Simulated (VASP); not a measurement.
# Run report: TiO$_{2}$, single-point calculation (part 1 of 2)

System: TiO$_{2}$ (6 atoms in the cell).
Method: Kohn-Sham DFT of a periodic cell, PBE, VASP PAW PBE potentials, recommended, no spin polarisation (VASP 6.6.1).

The structure derives from an entry of the Crystallography Open Database.

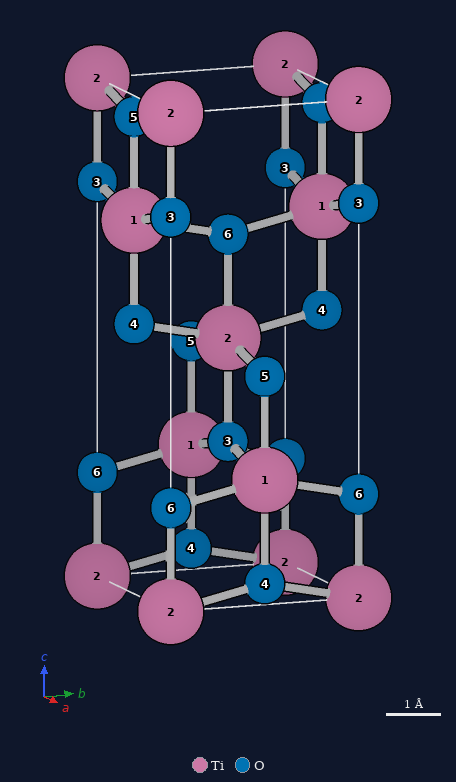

The structure (ball-and-stick view of the cell 2 times as large as that of the calculation, set on its symmetry axes, seen slightly off an axis; atoms are numbered from 1 in the order of the input). Near neighbours in the crystal (not all of them lie inside the picture): Ti has 6 O at 1.93 to 1.98 Å; O has 3 Ti at 1.93 to 1.98 Å.

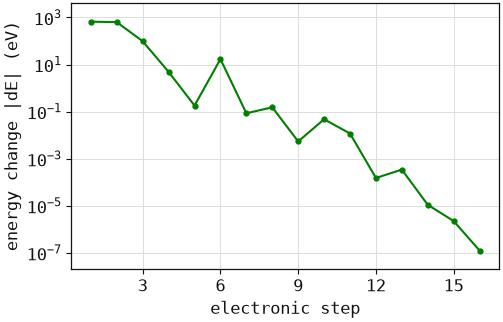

Convergence of the self-consistent field: energy change |dE| against the electronic step. It takes 16 electronic steps. The density is held fixed in the first few steps, and dE rises again when its update begins.

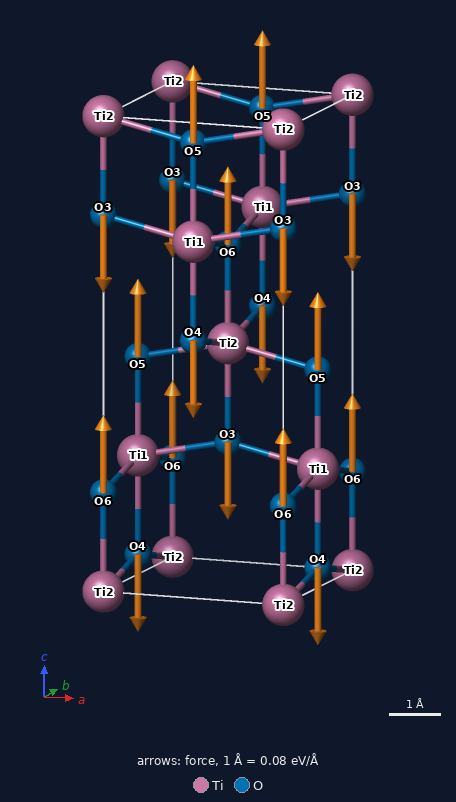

Forces on the atoms as orange arrows (ball-and-stick view of the cell 2 times as large as that of the calculation, set on its symmetry axes, seen slightly off an axis; atoms are numbered from 1 in the order of the input). The largest act on all 4 O atoms (0.12 eV/Å). The geometry is not a stationary point of this energy.

These pictures come from the run below.

INCAR
```
SYSTEM = TiO2
  PREC = Accurate
  ENCUT = 520
  EDIFF = 1E-6
  ISMEAR = 0
  SIGMA = 0.015
  LREAL = .False.
  LASPH = .True.
  NELM = 100
  ALGO = Normal
  ISIF = 2
  LWAVE = .False.
  LCHARG = .True.
  GGA = PE
  LELF = .True.
  LVHAR = .True.
  NBANDS = 33
```

KPOINTS
```
regular mesh
0
Gamma
  10 10 10
  0 0 0
```

POSCAR
```
TiO2
1.0
   -1.8921000000      1.8921000000      4.7573000000
    1.8921000000     -1.8921000000      4.7573000000
    1.8921000000      1.8921000000     -4.7573000000
Ti O
2 4
Direct
    0.7500000000      0.2500000000      0.5000000000
    0.0000000000      0.0000000000      0.0000000000
    0.7919000000      0.7919000000      0.0000000000
    0.5419000000      0.0419000000      0.5000000000
    0.9581000000      0.4581000000      0.5000000000
    0.2081000000      0.2081000000      0.0000000000
```

Command:
```bash
cat potpaw_PBE.64/Ti_sv/POTCAR potpaw_PBE.64/O/POTCAR > POTCAR
mpirun -np 1 vasp_std > vasp.out
```

OSZICAR
```
N       E                     dE             d eps       ncg     rms          rms(c)
DAV:   1     0.665237142655E+03    0.66524E+03   -0.24263E+04  6732   0.169E+03
DAV:   2     0.316481655463E+02   -0.63359E+03   -0.58709E+03  7356   0.508E+02
DAV:   3    -0.659573586316E+02   -0.97606E+02   -0.95876E+02  9097   0.192E+02
DAV:   4    -0.708336679223E+02   -0.48763E+01   -0.48656E+01 10117   0.416E+01
DAV:   5    -0.710150030511E+02   -0.18134E+00   -0.18131E+00  8577   0.629E+00    0.322E+01
DAV:   6    -0.539479901571E+02    0.17067E+02   -0.78272E+01  9417   0.889E+01    0.109E+01
DAV:   7    -0.540330702906E+02   -0.85080E-01   -0.14630E+01  8945   0.323E+01    0.949E+00
DAV:   8    -0.538801271408E+02    0.15294E+00   -0.54340E-01  8802   0.635E+00    0.656E+00
DAV:   9    -0.538855493199E+02   -0.54222E-02   -0.79533E-01  9397   0.101E+01    0.237E+00
DAV:  10    -0.538380644510E+02    0.47485E-01   -0.37273E-01  9165   0.619E+00    0.966E-01
DAV:  11    -0.538262967266E+02    0.11768E-01   -0.44532E-02  8671   0.146E+00    0.428E-01
DAV:  12    -0.538261447435E+02    0.15198E-03   -0.63929E-03  7987   0.926E-01    0.157E-01
DAV:  13    -0.538258005758E+02    0.34417E-03   -0.11426E-03  9238   0.373E-01    0.286E-02
DAV:  14    -0.538257895566E+02    0.11019E-04   -0.15484E-04  9202   0.107E-01    0.136E-02
DAV:  15    -0.538257918058E+02   -0.22492E-05   -0.20115E-05  8581   0.372E-02    0.670E-03
DAV:  16    -0.538257919310E+02   -0.12521E-06   -0.25879E-06  7165   0.109E-02
   1 F= -.53825792E+02 E0= -.53825792E+02  d E =-.735390E-96
```

Parts of OUTCAR
```
SYSTEM = TiO2
   PREC = Accurate
   ENCUT = 520
   EDIFF = 1E-6
   ISMEAR = 0
   LREAL = .False.
   LASPH = .True.
   NELM = 100
   ISIF = 2
   GGA = PE

 ion  position               nearest neighbor table
   1  0.750  0.250  0.500-   3 1.93   6 1.93   3 1.93   6 1.93   5 1.98   4 1.98
   2  0.000  0.000  0.000-   4 1.93   5 1.93   4 1.93   5 1.93   3 1.98   6 1.98
   3  0.792  0.792  0.000-   1 1.93   1 1.93   2 1.98
   4  0.542  0.042  0.500-   2 1.93   2 1.93   1 1.98
   5  0.958  0.458  0.500-   2 1.93   2 1.93   1 1.98
   6  0.208  0.208  0.000-   1 1.93   1 1.93   2 1.98

  LATTYP: Found a body centered tetragonal cell.
 ALAT       =     3.7842000000
 C/A-ratio  =     2.5142962846

  Lattice vectors:

 A1 = (  -1.8921000000,   1.8921000000,   4.7573000000)
 A2 = (   1.8921000000,  -1.8921000000,   4.7573000000)
 A3 = (   1.8921000000,   1.8921000000,  -4.7573000000)

Analysis of symmetry for initial positions (statically):
=====================================================================
 Subroutine PRICEL returns:
 Original cell was already a primitive cell.

 Routine SETGRP: Setting up the symmetry group for a
 body centered tetragonal supercell.

 Subroutine GETGRP returns: Found 16 space group operations
 (whereof  8 operations were pure point group operations)
 out of a pool of 16 trial point group operations.

The static configuration has the point symmetry D_2d.
 The point group associated with its full space group is D_4h.

Analysis of symmetry for dynamics (positions and initial velocities):
=====================================================================
 Subroutine PRICEL returns:
 Original cell was already a primitive cell.

 Routine SETGRP: Setting up the symmetry group for a
 body centered tetragonal supercell.

 Subroutine GETGRP returns: Found 16 space group operations
 (whereof  8 operations were pure point group operations)
 out of a pool of 16 trial point group operations.

The dynamic configuration has the point symmetry D_2d.
 The point group associated with its full space group is D_4h.

 Subroutine INISYM returns: Found 16 space group operations
 (whereof  8 operations are pure point group operations),
 and found     1 'primitive' translations

----------------------------------------------------------------------------------------

                                     Primitive cell

  volume of cell :      68.1253

  direct lattice vectors                    reciprocal lattice vectors
    -1.892100000  1.892100000  4.757300000     0.000000000  0.264256646  0.105101633
     1.892100000 -1.892100000  4.757300000     0.264256646  0.000000000  0.105101633
     1.892100000  1.892100000 -4.757300000     0.264256646  0.264256646  0.000000000

  length of vectors
     5.458203744  5.458203744  5.458203744     0.284390450  0.284390450  0.373715333

  position of ions in fractional coordinates (direct lattice)
     0.750000000  0.250000000  0.500000000
     0.000000000  0.000000000  0.000000000
     0.791900000  0.791900000  0.000000000
     0.541900000  0.041900000  0.500000000
     0.958100000  0.458100000  0.500000000
     0.208100000  0.208100000  0.000000000

  ion indices of the primitive-cell ions
   primitive index   ion index
                 1           1
                 2           2
                 3           3
                 4           4
                 5           5
                 6           6

----------------------------------------------------------------------------------------

 KPOINTS: regular mesh

Automatic generation of k-mesh.
 Grid dimensions read from file:
 generate k-points for:   10   10   10

 Generating k-lattice:

  Cartesian coordinates                     Fractional coordinates (reciprocal lattice)
     0.000000000  0.026425665  0.010510163     0.100000000  0.000000000  0.000000000
     0.026425665  0.000000000  0.010510163     0.000000000  0.100000000  0.000000000
     0.026425665  0.026425665  0.000000000     0.000000000  0.000000000  0.100000000

  Length of vectors
     0.028439045  0.028439045  0.037371533

  Shift w.r.t. Gamma in fractional coordinates (k-lattice)
     0.000000000  0.000000000  0.000000000

 Subroutine IBZKPT returns following result:
 ===========================================

 Found    102 irreducible k-points:

 Following reciprocal coordinates:
            Coordinates               Weight
  0.000000  0.000000  0.000000      1.000000
  0.100000 -0.000000  0.000000      8.000000
  0.200000 -0.000000  0.000000      8.000000
  0.300000 -0.000000  0.000000      8.000000
  0.400000  0.000000  0.000000      8.000000
  0.500000  0.000000  0.000000      4.000000
  0.100000  0.100000  0.000000      8.000000
  0.200000  0.100000  0.000000     16.000000
  0.300000  0.100000  0.000000     16.000000
  0.400000  0.100000  0.000000     16.000000
  0.500000  0.100000 -0.000000     16.000000
 -0.400000  0.100000  0.000000     16.000000
 -0.300000  0.100000 -0.000000     16.000000
 -0.200000  0.100000 -0.000000     16.000000
 -0.100000  0.100000  0.000000      4.000000
  0.200000  0.200000  0.000000      8.000000
  0.300000  0.200000  0.000000     16.000000
  0.400000  0.200000  0.000000     16.000000
  0.500000  0.200000  0.000000     16.000000
 -0.400000  0.200000 -0.000000     16.000000
 -0.300000  0.200000 -0.000000     16.000000
 -0.200000  0.200000  0.000000      4.000000
  0.300000  0.300000  0.000000      8.000000
  0.400000  0.300000  0.000000     16.000000
 [... further k-points ...]
   k-points           NKPTS =    102   k-points in BZ     NKDIM =    102   number of bands    NBANDS=     33
   number of dos      NEDOS =    301   number of ions     NIONS =      6
   total plane-waves  NPLWV =  74088
   dimension x,y,z NGX =    42 NGY =   42 NGZ =   42
   dimension x,y,z NGXF=    84 NGYF=   84 NGZF=   84
   ions per type =               2   4
   NGX,Y,Z   is equivalent  to a cutoff of  12.79, 12.79, 12.79 a.u.
   NGXF,Y,Z  is equivalent  to a cutoff of  25.58, 25.58, 25.58 a.u.
 SYSTEM =  TiO2
   PREC   = accura    normal or accurate (medium, high low for compatibility)
   ISTART =      0    job   : 0-new  1-cont  2-samecut
   ICHARG =      2    charge: 1-file 2-atom 10-const
   ISPIN  =      1    spin polarized calculation?
   LNONCOLLINEAR =      F non collinear calculations
   LSORBIT =      F    spin-orbit coupling
   LASPH  =      T    aspherical Exc in radial PAW
   ENCUT  =  520.0 eV  38.22 Ry    6.18 a.u.  10.15 10.15 10.15*2*pi/ulx,y,z
   NELM   =    100;   NELMIN=  2; NELMDL= -5     # of ELM steps
   EDIFF  = 0.1E-05   stopping-criterion for ELM
   LREAL  =      F    real-space projection
   EDIFFG = 0.1E-04   stopping-criterion for IOM
   NSW    =      0    number of steps for IOM
   IBRION =     -1    ionic relax: 0-MD 1-quasi-New 2-CG
   NFREE  =      0    steps in history (QN), initial steepest desc. (CG)
   ISIF   =      2    stress and relaxation
   ISYM   =      2    0-nonsym 1-usesym 2-fastsym
   POTIM  = 0.5000    time-step for ionic-motion
   TEBEG  =    0.0;   TEEND  =   0.0 temperature during run
   PSTRESS=    0.0 pullay stress
   NELECT =      48.0000    total number of electrons
   NUPDOWN=      -1.0000    fix difference up-down
   EMIN   =  10.00;   EMAX   =-10.00  energy-range for DOS
   EFERMI =   0.00;   METHOD = LEGACY
   ISMEAR =     0;   SIGMA  =   0.01  broadening in eV -4-tet -1-fermi 0-gaus
   EFERMI_NEDOS =   21; number of points for ismear=-14 and -15
   IALGO  =     38    algorithm
   IMIX   =      4    mixing-type and parameters
     AMIX     =   0.40;   BMIX     =  1.00
     AMIX_MAG =   1.60;   BMIX_MAG =  1.00
  volume/ion in A,a.u.               =      11.35        76.62
  Fermi-wavevector in a.u.,A,eV,Ry     =   1.456752  2.752862 28.873289  2.122127
  Thomas-Fermi vector in A             =   2.573634
   LORBIT       =      0    0 simple, 1 ext, 2 COOP (PROOUT), +10 PAW based schemes
   GGA     = PE    functional components
   LHFCALC =     F    Hartree Fock is set to
   AEXX    =    0.0000 exact exchange contribution
   IVDW    =     0    specifies the selected vdW correction
   LEPSILON=     F    determine dielectric tensor
   LRPA    =     F    only Hartree local field effects (RPA)
 non-spin polarized calculation
 Gauss-broadening in eV      SIGMA  =   0.01
  energy-cutoff  :      520.00
  volume of cell :       68.13
 maximum number of plane-waves:      1850
 NGX is ok and might be reduce to    42
```
